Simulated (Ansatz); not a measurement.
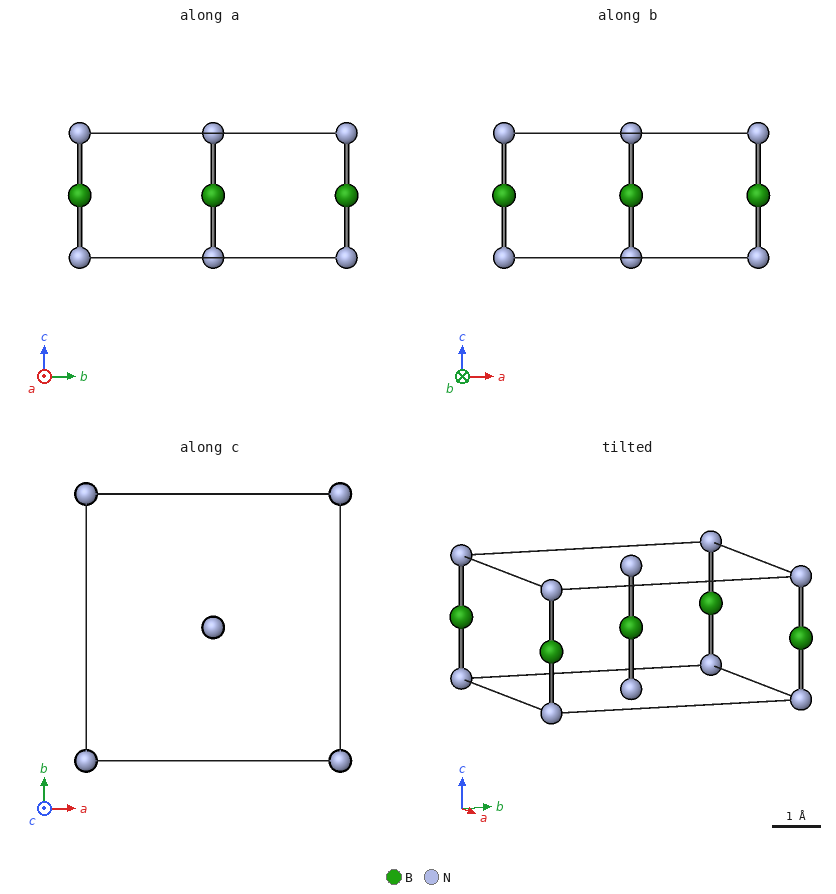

We look at a ball-and-stick model of the crystal along the a axis, along the b axis, along the c axis and slightly off an axis. One conventional unit cell is outlined, and atoms on its boundary appear in each equivalent place.

Lattice parameters: a = 5.3134 Å, b = 5.5786 Å, c = 2.6066 Å, α = 90.000°, β = 90.000°, γ = 90.000°.

### Transcribe the picture into a CIF with its space group and independent sites.

```cif
data_structure
_symmetry_space_group_name_H-M 'C m m m'
_symmetry_Int_Tables_number 65
_cell_length_a 5.3134
_cell_length_b 5.5786
_cell_length_c 2.6066
_cell_angle_alpha 90.000
_cell_angle_beta 90.000
_cell_angle_gamma 90.000
_cell_volume 77.26
loop_
_atom_site_label
_atom_site_type_symbol
_atom_site_symmetry_multiplicity
_atom_site_Wyckoff_symbol
_atom_site_fract_x
_atom_site_fract_y
_atom_site_fract_z
_atom_site_occupancy
B1 B 2 d 0.5000 0.5000 0.5000 1
N1 N 2 a 0.5000 0.5000 0.0000 1
```

The model was built from a textbook structure type filled with these elements (whether it is the usual form wasn't checked). The geometry is the end of a relaxation with DFT r2SCAN, scalar-relativistic, plane waves, PAW in Ansatz 0.2.0.
